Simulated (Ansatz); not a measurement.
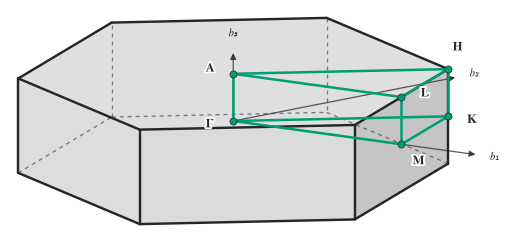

The first Brillouin zone and its special points. Crystal: Ge, the input geometry of an electronic-structure calculation (not necessarily at equilibrium); the starting structure was generated, so it need not be a known form of this composition. All values are computed from the atomic coordinates in the standard setting (tolerance 0.002 Å).

Space group P6_3/mmc, No. 194; a = 3.037 Å, b = 3.037 Å, c = 9.956 Å, α = 90.00°, β = 90.00°, γ = 120.00°.

Labels and path follow the convention of Hinuma et al. (2017), as computed by seekpath; the arrows show the directions of the reciprocal primitive vectors b₁, b₂, b₃, in which coordinates are given; lengths include the factor 2π.

List the special points with their coordinates and distances from Γ.

Answer.
```json
{"point": "Γ", "k₁": "0", "k₂": "0", "k₃": "0", "length of k (1/Å)": "0.000"}
{"point": "A", "k₁": "0", "k₂": "0", "k₃": "1/2", "length of k (1/Å)": "0.316"}
{"point": "K", "k₁": "1/3", "k₂": "1/3", "k₃": "0", "length of k (1/Å)": "1.379"}
{"point": "H", "k₁": "1/3", "k₂": "1/3", "k₃": "1/2", "length of k (1/Å)": "1.415"}
{"point": "M", "k₁": "1/2", "k₂": "0", "k₃": "0", "length of k (1/Å)": "1.195"}
{"point": "L", "k₁": "1/2", "k₂": "0", "k₃": "1/2", "length of k (1/Å)": "1.236"}
```

What is the zone's volume?

Answer. (2π)³ over the primitive cell's volume of 79.51 Å³: 3.12 Å⁻³.
